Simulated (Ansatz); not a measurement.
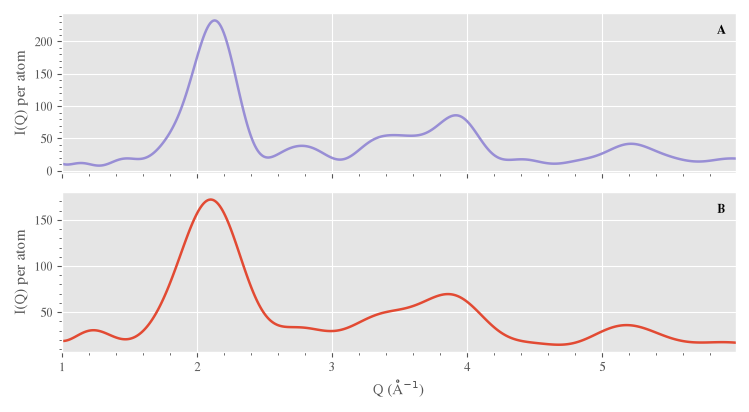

X-ray scattering of spheres cut from the crystal structure of Na (P6_3/mmc, a = 3.764 Å, b = 3.764 Å, c = 6.147 Å, α = 90.00°, β = 90.00°, γ = 120.00°), calculated atom by atom with the Debye equation (B = 0.5 Å², no relaxation of the surface). Structure used: the input geometry of an electronic-structure calculation (not necessarily at equilibrium); the starting structure was generated, so it need not be a known form of this composition.

The spheres are 14 and 20 Å across. Which curve is which?

Answer. curve A: 20 Å (129 atoms); curve B: 14 Å (39 atoms). Peak widths go roughly as 2π/D, so the largest sphere has the sharpest peaks.

Index the main peaks of the largest sphere.

Answer. Q ≈ 2.13 Å⁻¹: 002 + 101; Q ≈ 2.78 Å⁻¹: 102; Q ≈ 3.92 Å⁻¹: 112 + 201; Q ≈ 5.21 Å⁻¹: 211 + 114.
